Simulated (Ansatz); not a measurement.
# Si₃N₄: what the fields show

The calculation's input:

```
crystal:
  lattice:
    - [0.0, 3.83825, 3.83825]
    - [3.83825, 0.0, 3.83825]
    - [3.83825, 3.83825, 0.0]
  atoms:
    - { symbol: Si, position: [0.625, 0.625, 0.625] }
    - { symbol: Si, position: [0.125, 0.625, 0.625] }
    - { symbol: Si, position: [0.625, 0.625, 0.125] }
    - { symbol: Si, position: [0.625, 0.125, 0.625] }
    - { symbol: Si, position: [0.0, 0.0, 0.0] }
    - { symbol: Si, position: [0.25, 0.25, 0.25] }
    - { symbol: "N", position: [0.3824, 0.3824, 0.3824] }
    - { symbol: "N", position: [0.3972, 0.8676, 0.8676] }
    - { symbol: "N", position: [0.3824, 0.3824, 0.8528] }
    - { symbol: "N", position: [0.8676, 0.3972, 0.8676] }
    - { symbol: "N", position: [0.8528, 0.3824, 0.3824] }
    - { symbol: "N", position: [0.8676, 0.8676, 0.8676] }
    - { symbol: "N", position: [0.3824, 0.8528, 0.3824] }
    - { symbol: "N", position: [0.8676, 0.8676, 0.3972] }
scf:
  occupations: { method: fixed }
output:
  forces: true
  stress: true
  eigenvalues: true
  write_density: true
  write_potential: true
  elf: true
  volumetric_format: npy
hamiltonian:
  xc: r2scan
kpoints:
  mp_grid: { grid: [6, 6, 6] }
basis:
  ecutwfc: 600
relax:
  f_tol: 0.002
  max_steps: 60
  cell: { stress_tol: 0.02 }
```

Run with:

```sh
ansatz run input.yaml --threads 4 --pin off --max-ram 10240MiB --backend cpu --events-out ev --progress --plain --runs-dir out
```

Below, planes, directions and counts refer to the conventional cell (a = 7.73 Å, b = 7.73 Å, c = 7.73 Å, α = 90.00°, β = 90.00°, γ = 90.00°).

The fields are those of the relaxed geometry.

Space group Fd-3m.

The calculation used DFT r2SCAN, scalar-relativistic, plane waves, PAW (Ansatz).

Core electrons are frozen (PAW), and the valence fields are smoothed inside the atomic spheres.

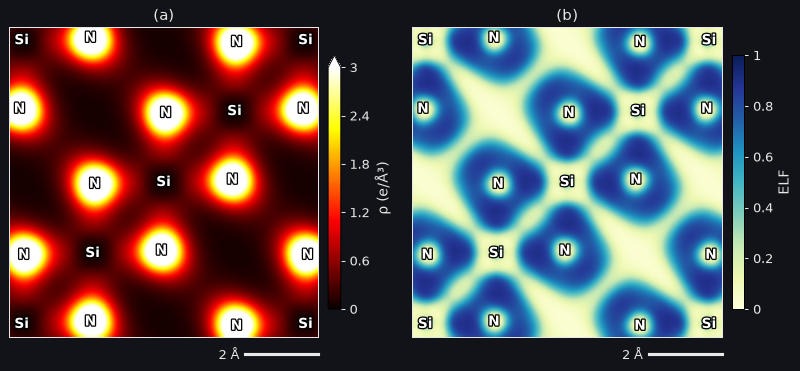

Figure 1. (a) valence charge density (pseudo); (b) electron localisation function on the (010) plane of the conventional cell.

**Read the bonding off the picture.**

- The section cuts through Si and N sites.
- Si–N (1.88 Å): the density is about 0.86 e/Å³ at the midpoint; the ELF peaks at about 0.90 between the atoms.
- Between the atoms the lowest density in this plane is 0.06 e/Å³.

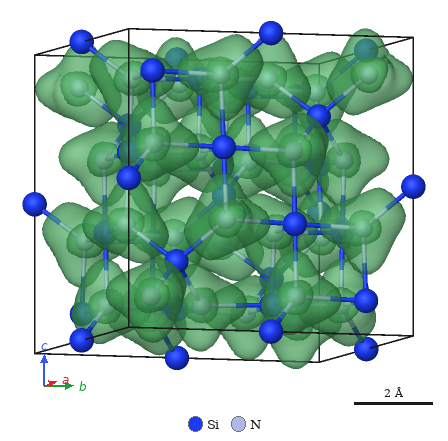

Figure 2. Isosurface of the electron localisation function at 0.7 (green), seen at an oblique angle. Only the valence region is drawn (cores and ρ < 0.01 e/Å³ removed). Sticks mark near contacts.

**Where are the electrons localised?**

The ELF exceeds this value in 32 regions on N in which the atom's valence shell and bonds are merged, counted in one cell of 56 atoms. Regions shared between cells count once. Profiles from the grid: Si–N (1.77 Å): the ELF peaks at about 0.90 between the atoms, as expected for a shared but strongly polarised pair.

**Does the calculation give a band gap?**

It is gapped, with a Kohn–Sham gap of 4.0 eV on the k-point mesh (the band edges may lie off the mesh, which would make the gap smaller).
